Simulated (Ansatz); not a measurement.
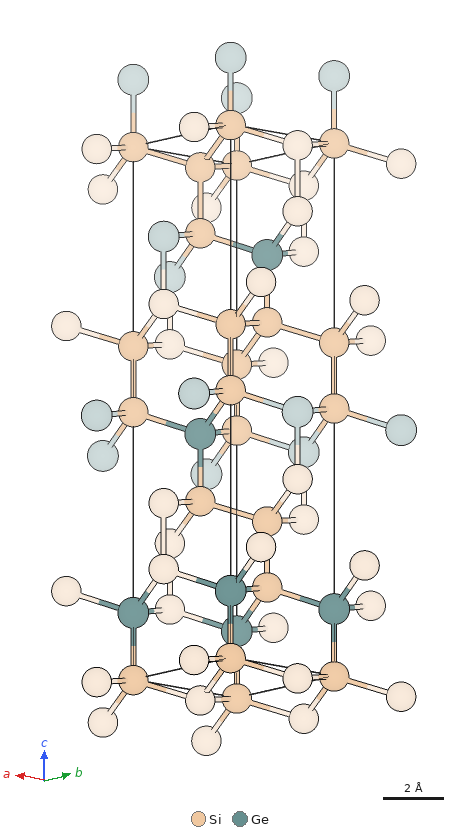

Drawn in the ball-and-stick manner and seen from a general direction. The lines enclose the conventional unit cell; boundary atoms appear with their images. Outside the box, the atoms bonded to those within are drawn, in fainter colours.

Si3Ge, space group R3m (No. 160), a = 3.89 Å, b = 3.89 Å, c = 19.02 Å, α = 90.00°, β = 90.00°, γ = 120.00°.

Level of theory and settings: difference of finished runs, DFT, PBE, plane waves, PAW in Ansatz 0.2.0, a kinetic-energy cutoff of 420 eV.

### What does the calculation say: metal or gapped?

A semiconductor at this level, with a gap of 0.57 eV.

Origin of the cell: a structure type filled with these elements by a generator (whether the compound takes this form wasn't checked). Earlier steps of the study may have refined or changed the cell and positions. It went into a calculation with Ansatz.
